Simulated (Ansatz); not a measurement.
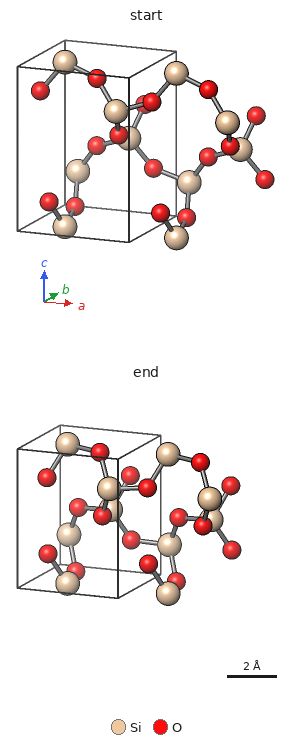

The structure of crystalline SiO₂ (set up in P4_12_12) before (top) and after (bottom) a relaxation, at one scale.

A ball-and-stick model of the cell of the calculation, repeated 2 × 1 × 1 with one cell outlined, seen slightly off an axis.

The run lets cell and atoms move.

Computed with Ansatz, Kohn-Sham DFT of a periodic cell, PBE, Ansatz PAW.

Input
```yaml
crystal:
  lattice:
    - [4.982, 0.0, 0.0]
    - [0.0, 4.982, 0.0]
    - [0.0, 0.0, 6.963]
  atoms:
    - { symbol: Si, position: [0.79897, 0.20103, 0.75] }
    - { symbol: Si, position: [0.70103, 0.70103, 0.5] }
    - { symbol: Si, position: [0.20103, 0.79897, 0.25] }
    - { symbol: Si, position: [0.29897, 0.29897, 0.0] }
    - { symbol: O, position: [0.10347, 0.23989, 0.82187] }
    - { symbol: O, position: [0.26011, 0.60347, 0.07187] }
    - { symbol: O, position: [0.89653, 0.76011, 0.32187] }
    - { symbol: O, position: [0.73989, 0.39653, 0.57187] }
    - { symbol: O, position: [0.60347, 0.26011, 0.92813] }
    - { symbol: O, position: [0.76011, 0.89653, 0.67813] }
    - { symbol: O, position: [0.39653, 0.73989, 0.42813] }
    - { symbol: O, position: [0.23989, 0.10347, 0.17813] }
hamiltonian:
  xc: pbe
  pseudopotentials: { kind: paw }
kpoints:
  mp_grid: { grid: [5, 5, 3] }
scf:
  occupations: { method: fermi_dirac, width: 0.05 }
output:
  forces: true
  stress: true
  eigenvalues: true
relax:
  f_tol: 0.01
  max_steps: 40
  cell: { stress_tol: 0.05, p_target: 20.0 }
```

Run as
```bash
ansatz run input.yaml --threads 4 --pin off --max-ram 11264MiB --backend cpu --events-out ev --progress --plain --runs-dir out
```

Question: Summarise the run.

Answer: After 9 accepted moves (11 points after the start) the energy has risen by 2.301 eV per cell of the calculation. With the target pressure of 20 GPa, the enthalpy E + pV changes by −4.431 eV per cell of the calculation. Largest force component: 0.39 eV/Å at the start, 0.0024 eV/Å at the end. Pressure: 6.29 GPa at the start and 19.96 GPa at the end. The SCF was repeated twice at an unchanged geometry on a basis and grid sized afresh for the cell, which shifted the energy by 39.8 meV per cell of the calculation at most. The largest moves relative to the cell, 0.54 Å, are those of O atoms. Largest moves by element: O 0.54 Å, Si 0.32 Å. The volume changes by −31.2 %, with a = b 4.982 → 4.492 Å (−9.8 %), c 6.963 → 5.891 Å (−15.4 %). Some distances before and after: O–Si 1.604 → 1.617 Å. Among the angles between lasting bonds that change: Si–O–Si 146.6° → 122.7°, O–Si–O 108.9° → 112.2°, O–Si–O 108.1° → 105.8°. The space group stays P4_12_12 (No. 92).
